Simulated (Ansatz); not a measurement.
```
Ni
1.0
     1.76805    1.76805    3.53610
     3.53610    1.76805    1.76805
     3.53610    5.30415    1.76805
Ni
3
Cartesian
  0.0000 0.0000 0.0000
  5.3042 5.3042 3.5361
  3.5361 3.5361 3.5361
```

Space group Fm-3m; computed pressure about −3 GPa in this cell; the program warned that a starting moment wasn't kept; with non-collinear spins.

Level of theory: DFT, PBE, PAW, plane waves, scalar-relativistic in Ansatz 0.2.0.

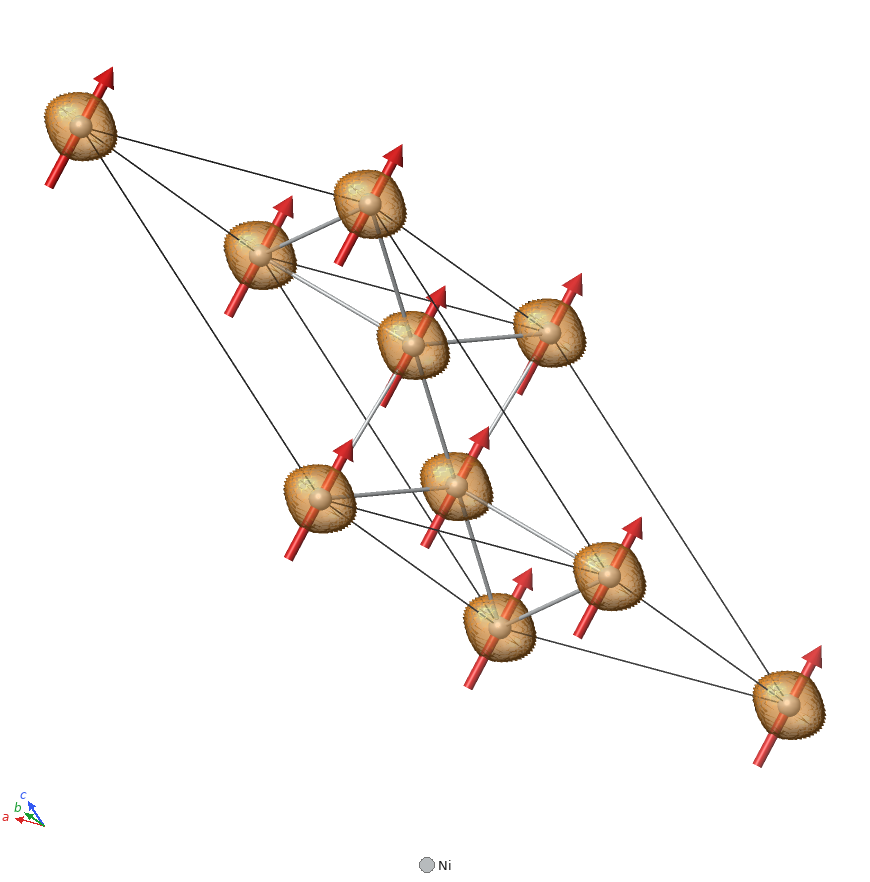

Ni. Isosurface of the size of the magnetisation density at 0.4 e/Å³ (orange), with the spin moments of the magnetic sites as arrows; seen at an oblique angle.

Core electrons are frozen (PAW), and the valence fields are smoothed inside the atomic spheres.

**Describe the magnetic structure.**

Spin moments: Ni 0.7 μB. All point the same way (ferromagnetic).
